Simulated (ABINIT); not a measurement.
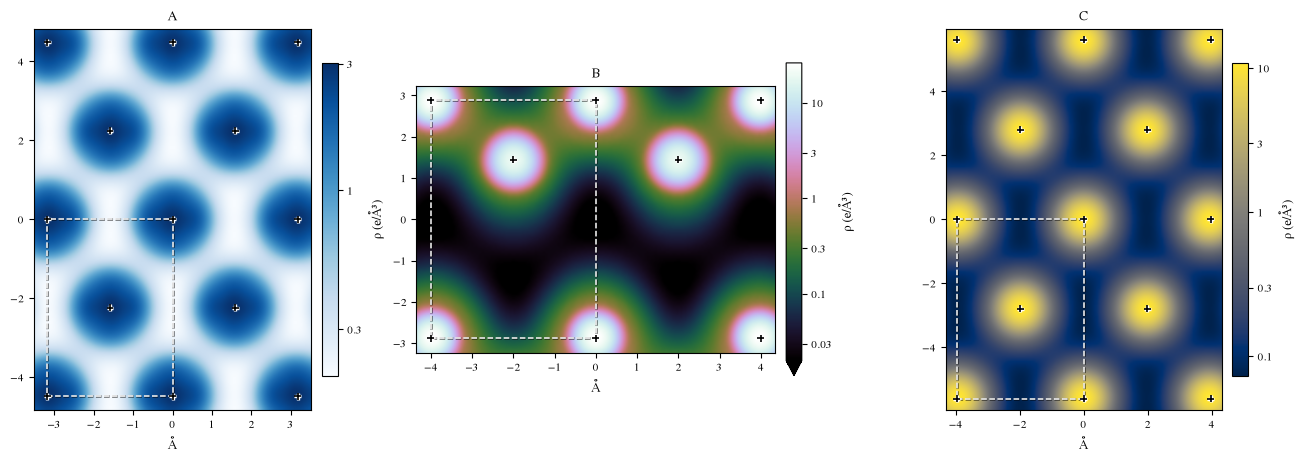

The valence charge density (pseudo) of 3 systems, each on a plane through atoms (crosses mark nuclei in the plane).

Computed with Kohn-Sham DFT of a periodic cell, PBE, JTH PAW PBE v2.0 in ABINIT 10.8.3.

System 1: GaAs, the (100) plane of the conventional cell. Space group I-4m2.

System 2: Bi, the (101̄) plane of the conventional cell. Space group Im-3m; a structure from a database of computed crystals, not necessarily the ambient phase.

```yaml
crystal:
  lattice:
    - [3.96286, 0.00000, 0.00000]
    - [0.00000, 3.96286, 0.00000]
    - [0.00000, 0.00000, 3.96286]
  atoms:
    - { symbol: Bi, position: [0.00000, 0.00000, 0.00000] }
    - { symbol: Bi, position: [0.50000, 0.50000, 0.50000] }
```

System 3: Pt, the (110) plane of the conventional cell. Space group Im-3m; a structure from a database of computed crystals, not necessarily the ambient phase.

**Which map belongs to which system?**

Panel A is system 3, Pt: the plane holds Pt. Pt–Pt (2.74 Å): ρ at the midpoint is about 0.38 e/Å³. Panel B is system 1, GaAs: the plane holds As and Ga. Ga–As (2.46 Å): ρ at the midpoint is about 0.48 e/Å³. Panel C is system 2, Bi: the plane holds Bi. Bi–Bi (3.43 Å): the density is about 0.15 e/Å³ at the midpoint.
